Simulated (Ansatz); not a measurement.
Input file:

```
crystal:
  lattice:
    - [-2.7435446834, 2.7023915131, 3.9043133139]
    - [2.7435446834, -2.7023915131, 3.9043133139]
    - [2.7435446834, 2.7023915131, -3.9043133139]
  atoms:
    - { symbol: Sr, position: [0.75, 0.25, 0.5] }
    - { symbol: Sr, position: [0.25, 0.75, 0.5] }
    - { symbol: Ti, position: [0.0, 0.0, 0.0] }
    - { symbol: Ti, position: [0.5, 0.5, 0.0] }
    - { symbol: O, position: [0.25, 0.25, 0.0] }
    - { symbol: O, position: [0.75, 0.75, 0.0] }
    - { symbol: O, position: [0.7253545255, 0.2253545255, 0.950709051] }
    - { symbol: O, position: [0.2253545255, 0.2746454745, 0.5] }
    - { symbol: O, position: [0.2746454745, 0.7746454745, 0.049290949] }
    - { symbol: O, position: [0.7746454745, 0.7253545255, 0.5] }
basis:
  ecutwfc: 420
kpoints:
  mp_grid: { grid: [8, 8, 8] }
hamiltonian:
  xc: pbesol
scf:
  occupations: { method: gaussian, width: 0.05 }
output:
  forces: true
  stress: true
  eigenvalues: true
  write_density: true
  write_potential: true
  elf: true
  volumetric_format: npy
```

Command:

```sh
ansatz run input.yaml --threads 2 --pin off --max-ram 5120MiB --backend cpu --events-out ev --progress --plain --runs-dir out
```

Below, planes, directions and counts refer to the conventional cell (a = 5.40 Å, b = 5.49 Å, c = 7.81 Å, α = 90.00°, β = 90.00°, γ = 90.00°).

Space group Ibam; changed on purpose from its base cell (strain -0.0150 x Voigt [0, 1, 0, 0, 0, 0], atoms carried along); computed pressure about 3 GPa in this cell; computed without spin polarisation.

All numbers below come from Ansatz, DFT PBEsol, scalar-relativistic, plane waves, PAW.

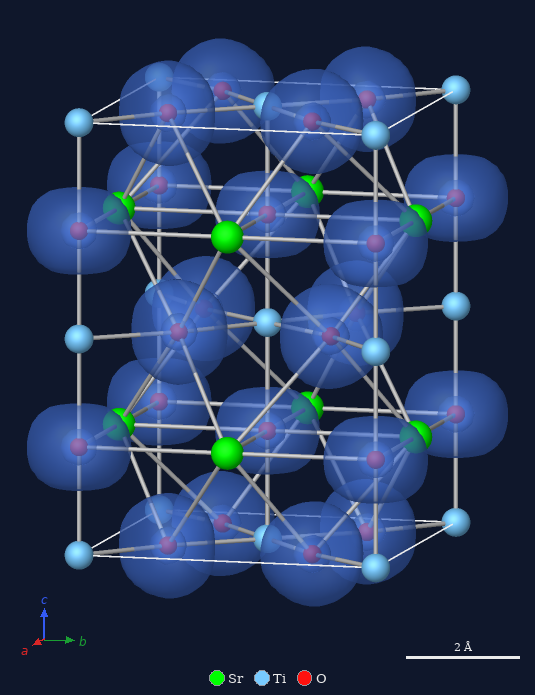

SrTiO₃. Isosurface of the electron localisation function at 0.65 (blue), seen slightly off an axis. Only the valence region is drawn (cores and ρ < 0.01 e/Å³ removed). Sticks mark near contacts.

Question: What do the ELF domains correspond to?

Answer: The ELF exceeds this value in twelve regions wrapped around O (the valence shell of each), counted in one cell of 20 atoms. Any copies at cell faces, edges or corners count once. Along the contacts the grid gives the following. Ti–O (1.93 Å): the ELF peaks at about 0.80 in the valence shell of O, 0.6 Å from its nucleus, and is about 0.20 at the midpoint; no shared electron pair shows on this line. Sr–O (2.61 Å): the ELF peaks at about 0.80 in the valence shell of O, 0.7 Å from its nucleus, and drops to about 0.05 between the two atoms; a closed-shell, largely ionic contact.

Question: Does the calculation give a band gap?

Answer: It is gapped, with a Kohn–Sham gap of 2.0 eV on the k-point mesh, an upper bound to the gap of this method.
